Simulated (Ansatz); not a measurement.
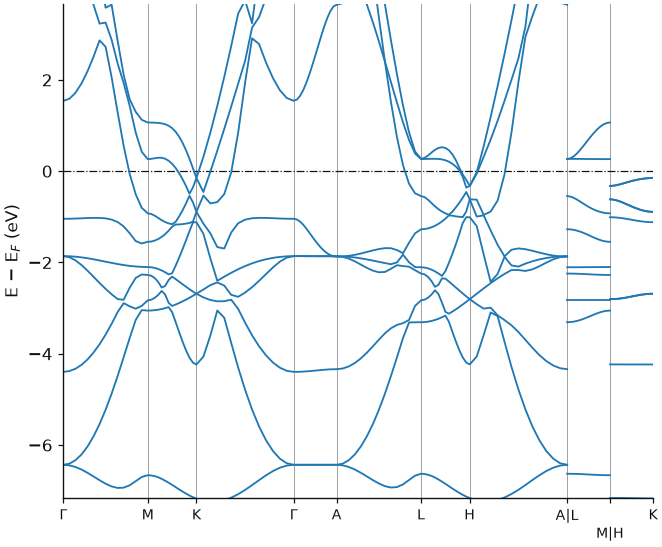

Band structure. Energies are counted from the Fermi level.

Q: Which Bravais lattice do the labels of the path belong to?

A: A hexagonal (primitive) lattice: the path Γ–M–K–Γ–A–L–H–A|L–M|H–K runs through the special points of its Brillouin zone.

System: H₅Pt, space group P6/mmm (No. 191), 6 atoms in the cell.

```yaml
crystal:
  lattice:
    - [3.44619, 0.00000, 0.00000]
    - [-1.72310, 2.98449, 0.00000]
    - [0.00000, 0.00000, 5.85931]
  atoms:
    - { symbol: H, position: [0.50000, 0.00000, 0.00000] }
    - { symbol: H, position: [0.00000, 0.50000, 0.00000] }
    - { symbol: H, position: [0.50000, 0.50000, 0.00000] }
    - { symbol: H, position: [0.33333, 0.66667, 0.50000] }
    - { symbol: H, position: [0.66667, 0.33333, 0.50000] }
    - { symbol: Pt, position: [0.00000, 0.00000, 0.00000] }
```

Level of theory: DFT PBE, scalar-relativistic, plane waves, PAW, no spin polarisation, 12×12×8 k mesh, Gaussian smearing of 0.1 eV; code Ansatz 0.2.0.

Q: Does this material conduct, going by its bands?

A: A metal: 3 bands cross the Fermi level along this path.

Q: On which lines of the path do bands cross the Fermi level?

A: Bands cross the Fermi level on Γ–M, M–K, K–Γ, A–L, L–H and H–A, and not on Γ–A, L–M and H–K.

The structure is an invented one, so it need not be a known or stable phase. Spin-orbit coupling is left out, which matters for Pt.
